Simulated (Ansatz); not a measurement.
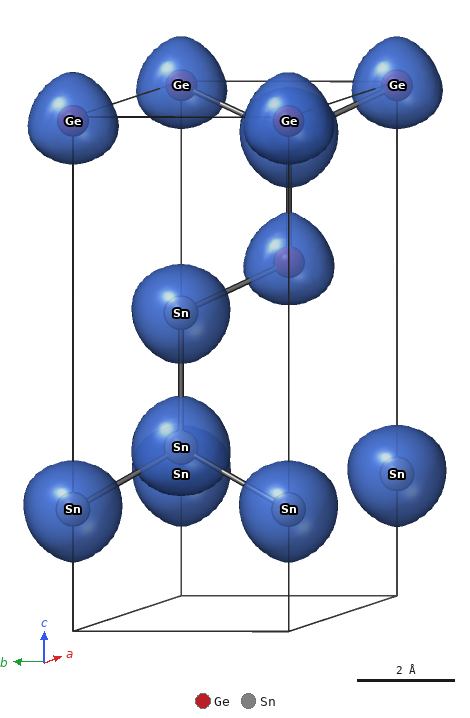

Figure 1: Sn₂Ge. Isosurface of the valence charge density (pseudo) at 0.5 e/Å³ (blue), seen at an oblique angle. Sticks mark near contacts.

Space group P3m1; started from the ordered alloy on diamond lattice prototype, which need not be the ambient phase.

Level of theory: DFT, HSE06, plane waves, PAW in Ansatz.

Input file:

```
crystal:
  lattice:
    - [4.4557997908, 0.0, 0.0]
    - [-2.2278998954, 3.8588358131, 0.0]
    - [0.0, 0.0, 10.8302803197]
  atoms:
    - { symbol: Ge, position: [0.0, 0.0, -0.0074855361] }
    - { symbol: Ge, position: [0.6666666667, 0.3333333333, 0.671778684] }
    - { symbol: Sn, position: [0.3333333333, 0.6666666667, 0.3344090057] }
    - { symbol: Sn, position: [0.6666666667, 0.3333333333, 0.9175818747] }
    - { symbol: Sn, position: [0.3333333333, 0.6666666667, 0.5964564279] }
    - { symbol: Sn, position: [0.0, 0.0, 0.2372595438] }
kpoints:
  mp_grid: { grid: [6, 6, 2] }
  band_path:
    path:
      - [0.0, 0.0, 0.0]
      - [0.5, 0.0, 0.0]
      - [0.3333333333, 0.3333333333, 0.0]
      - [0.0, 0.0, 0.5]
      - [0.5, 0.0, 0.5]
      - [0.3333333333, 0.3333333333, 0.5]
    npoints: 1
hamiltonian:
  xc: hse06
scf:
  occupations: { method: fermi_dirac, width: 0.02 }
  n_extra_bands: 5
output:
  forces: true
  stress: true
  eigenvalues: true
  write_density: true
  write_potential: true
  elf: true
  volumetric_format: npy
```

Launched as:

```sh
ansatz run input.yaml --threads 4 --pin off --max-ram 6451MiB --backend cpu --events-out ev --progress --plain --runs-dir out
```

Below, planes, directions and counts refer to the conventional cell (a = 4.46 Å, b = 4.46 Å, c = 10.83 Å, α = 90.00°, β = 90.00°, γ = 120.00°).

Question: Which contacts does the surface bridge?

Answer: At this value the density breaks into separate islands; it holds about 75 % of the electrons treated as valence (semicore included). It bridges none of the near contacts. It is pinched off along the sampled Sn–Ge (2.65 Å), Sn–Sn (2.78 Å), Sn–Ge (2.70 Å) and Sn–Sn (2.84 Å) contacts. On the grid the lowest density along these lines, outside the cores, is 0.41 e/Å³ (Sn–Ge, 2.65 Å), 0.39 e/Å³ (Sn–Sn, 2.78 Å), 0.4 e/Å³ (Sn–Ge, 2.70 Å) and 0.36 e/Å³ (Sn–Sn, 2.84 Å).
